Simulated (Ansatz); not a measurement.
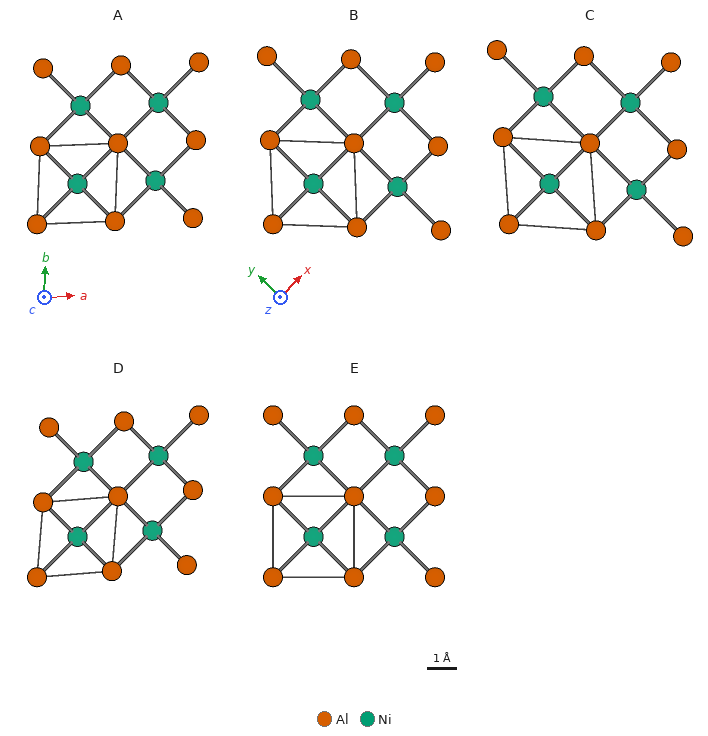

A scan of crystalline AlNi (P4/mmm): the cell is strained along y alone, with the atoms kept at their fractional coordinates. x, y and z are the Cartesian axes of the input. A ball-and-stick model of the cell of the calculation, repeated 2 × 2 × 2 with one cell outlined, seen along the c axis.

Method: DFT PBEsol, scalar-relativistic, plane waves, PAW in Ansatz. Settings: plane-wave cutoff 420 eV; k-point mesh 20 × 20 × 20; occupations gaussian; smearing width 0.15 eV; no spin polarisation. Energies (free energies at the smearing named) are counted from the relaxed crystal.

Rank the frames from lowest to highest energy.

Lowest first: E (the strain 0.00, 0 meV/atom), B (the strain 0.075, 54 meV/atom), A (the strain −0.075, 76 meV/atom), C (the strain 0.15, 180 meV/atom), D (the strain −0.15, 352 meV/atom). Over the whole scan: the lowest computed point lies at the strain 0.00 (0 meV/atom). The end points stand at 352 meV/atom (−0.15) and 180 meV/atom (0.15). The distortion takes the space group from P4/mmm to Cmmm. At the strain −0.15 the cell of the drawing goes a 2.859 → 2.653 Å, b 2.859 → 2.653 Å, γ 90.0° → 80.7°.
